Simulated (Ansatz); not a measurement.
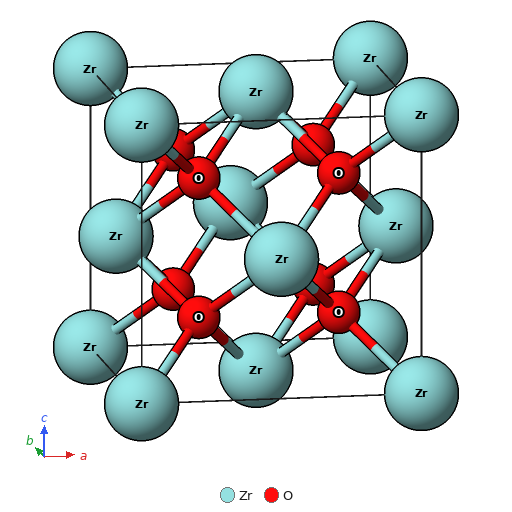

System: ZrO₂, space group Fm-3m (No. 225). The picture shows the conventional cell.

Structure:
```xyz
3
Lattice="0.0000 2.5451 2.5451 2.5451 0.0000 2.5451 2.5451 2.5451 0.0000" Properties=species:S:1:pos:R:3 pbc="T T T"
Zr    0.0000    0.0000    0.0000
O     3.8176    3.8176    3.8176
O     1.2725    1.2725    1.2725
```

Method: plane-wave DFT, no spin polarisation; energies at scaled volumes of the given cell, shape and fractions fixed, counted from the fit's minimum, third-order Birch-Murnaghan fit (Ansatz 0.2.0). Level: PBE.

- k mesh: 9×9×9
- occupations: Fermi–Dirac
- smearing width: 0.05 eV
- potentials: Ansatz PAW
- wave cutoff: 420 eV
- density cutoff: 1680 eV

Describe the result: the energy and pressure against volume. The volume takes the values 10.33, 10.55, 10.77, 10.99, 11.21, 11.43, 11.65 Å³/atom.

A third-order Birch–Murnaghan fit gives V0 = 11.16 Å³/atom, B0 = 236 GPa and B′ = 4.4. The energy is 51.69 meV/atom at volume 10.33 Å³/atom and 14.82 meV/atom at 11.65 Å³/atom; the lowest computed point is at volume 11.21 Å³/atom (0.17 meV/atom). The pressure falls from 21.40 GPa at volume 10.33 Å³/atom to −9.31 GPa at 11.65 Å³/atom, and changes sign near 11.16 Å³/atom.

```
volume (Å³/atom)  energy (meV/atom)  pressure (GPa)
           10.33              51.69           21.40
           10.55              26.81           14.88
           10.77              10.53            8.99
           10.99               1.88            3.69
           11.21               0.17           -1.10
           11.43               4.71           -5.42
           11.65              14.82           -9.31
```

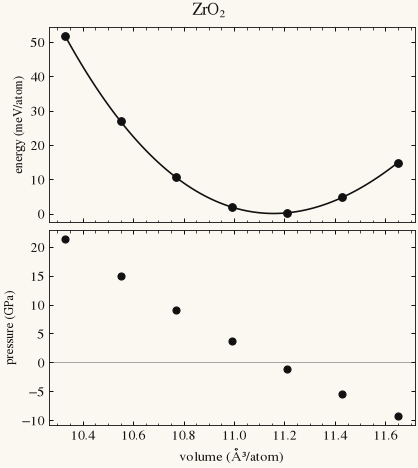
